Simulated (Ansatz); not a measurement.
The calculation's input:

```
crystal:
  lattice:
    - [-4.1898, -4.1898, 0.0]
    - [4.1898, -4.1898, 0.0]
    - [0.0, 0.0, 5.3388]
  atoms:
    - { symbol: Si, position: [0.5043622, 0.5053201, 0.0004749] }
    - { symbol: Si, position: [-0.0015177, 0.4985502, 0.252619] }
    - { symbol: O, position: [0.1947595, 0.5017946, -0.0053192] }
    - { symbol: O, position: [0.0040282, 0.1973989, 0.2433959] }
    - { symbol: O, position: [0.8109533, 0.488506, 0.0005398] }
    - { symbol: O, position: [-0.0057241, 0.7971677, 0.2572071] }
    - { symbol: Si, position: [0.5042586, 0.495517, 0.4935836] }
    - { symbol: Si, position: [-0.0051412, 0.4919637, 0.7554827] }
    - { symbol: O, position: [0.1909298, 0.4995271, 0.490984] }
    - { symbol: O, position: [0.8037959, 0.4937414, 0.49321] }
    - { symbol: O, position: [-0.0068988, 0.8075847, 0.7557237] }
    - { symbol: Si, position: [0.0037987, -0.0002631, -0.0002936] }
    - { symbol: Si, position: [0.5025224, 0.001405, 0.2529457] }
    - { symbol: O, position: [0.6916161, 0.00453, -0.0019917] }
    - { symbol: O, position: [0.5037852, 0.6943799, 0.248876] }
    - { symbol: O, position: [0.2985681, -0.00121, -0.0037031] }
    - { symbol: O, position: [0.5069179, 0.3136328, 0.2447534] }
    - { symbol: Si, position: [-0.0088837, -0.0040992, 0.4985953] }
    - { symbol: Si, position: [0.510607, 0.0045738, 0.7550495] }
    - { symbol: O, position: [0.6899997, -0.0020569, 0.5049929] }
    - { symbol: O, position: [0.5009331, 0.696053, 0.7535085] }
    - { symbol: O, position: [0.307399, 0.0071998, 0.495603] }
    - { symbol: O, position: [0.5005709, 0.3037792, 0.7466453] }
total_charge: 2
basis:
  ecutwfc: 420.0
kpoints:
  mp_grid: { grid: [2, 2, 2] }
hamiltonian:
  xc: pbesol
  pseudopotentials: { kind: paw, azcp: { folder: soft_1 } }
scf:
  occupations: { method: gaussian, width: 0.05 }
  lower_state_search: "off"
relax:
  f_tol: 0.03
  max_steps: 60
  adjacent_minimum: "off"
output:
  write_density: true
  write_potential: true
  elf: true
  volumetric_format: npy
```

Command:

```sh
ansatz run input.yaml --threads 1 --pin off --max-ram 3072MiB --backend cpu --events-out ev --progress --plain --runs-dir out
```

The fields are those of the run's last geometry, not of the input's.

PAW files of the earlier set (soft_1).

Method: Ansatz, DFT PBEsol, scalar-relativistic, plane waves, PAW.

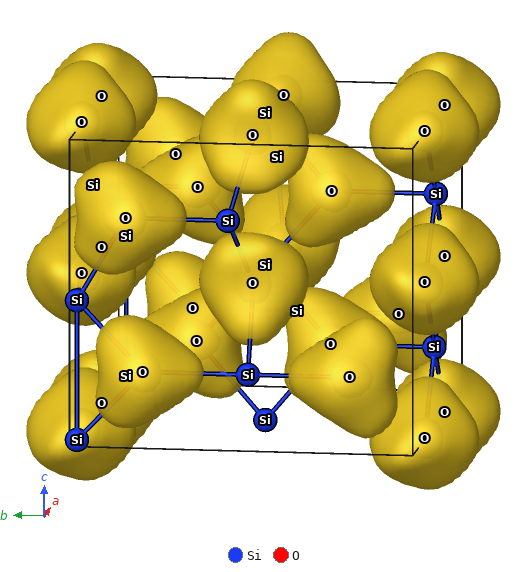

Si8O15 (cell charge +2, with a compensating background) (cell with a defect). Isosurface of the electron localisation function at 0.65 (yellow), seen at an oblique angle. Core shells and regions of very low density are left out. Sticks mark near contacts.

Core electrons are frozen (PAW), and the valence fields are smoothed inside the atomic spheres.

> Where are the electrons localised?

The surface consists of 15 regions on O in which the atom's valence shell and bonds are merged, counted in one cell of 23 atoms. Any copies at cell faces, edges or corners count once.

Values along the shortest contacts:
Si–O (1.67 Å): the ELF peaks at about 0.85 between the atoms. Si–Si (2.43 Å): the ELF is about 0.20 at the midpoint: no localised pair shows between them.

> Does the calculation give a band gap?

It is gapped, with a Kohn–Sham gap of 2.0 eV on the k-point mesh, an upper bound to the gap of this method.
